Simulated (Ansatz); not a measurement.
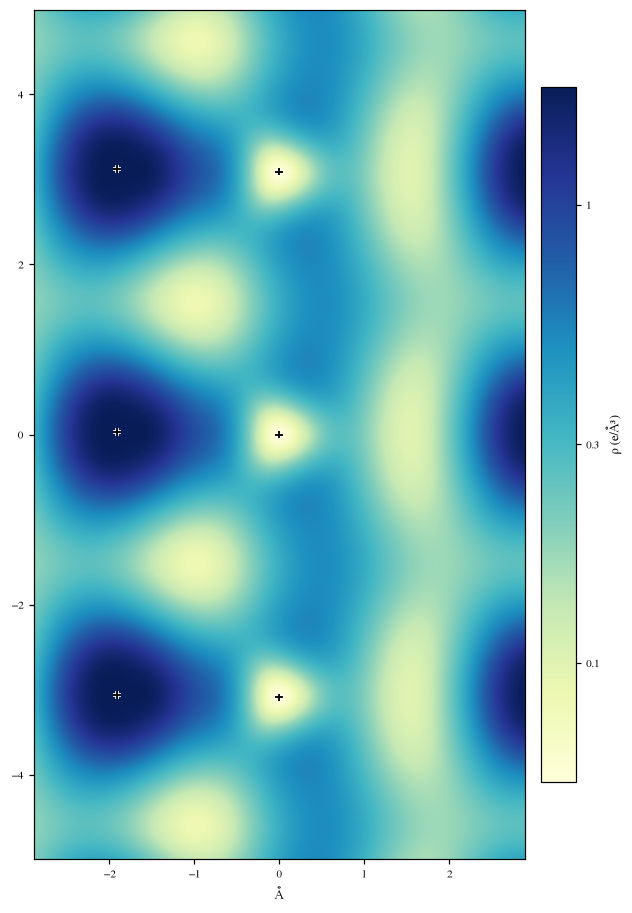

The valence electron density on a plane through atoms (crosses mark nuclei in the plane).

Method: DFT PBE, scalar-relativistic, plane waves, PAW in Ansatz.

Candidates:
A. SiC, a = 3.09 Å, b = 5.07 Å, c = 3.09 Å, α = 90.00°, β = 120.00°, γ = 90.00°. Space group P2₁; not relaxed (largest force 0.4 eV/Å).
B. BP, a = 4.55 Å, b = 4.55 Å, c = 4.55 Å, α = 90.00°, β = 90.00°, γ = 90.00°. Space group F-43m; a structure from a database of computed crystals, not necessarily the ambient phase.

**Which candidate gave the map?**

Candidate A: SiC on the (100) plane of the conventional cell, which holds Si and C. Si–C (1.91 Å): ρ at the midpoint is about 0.85 e/Å³.
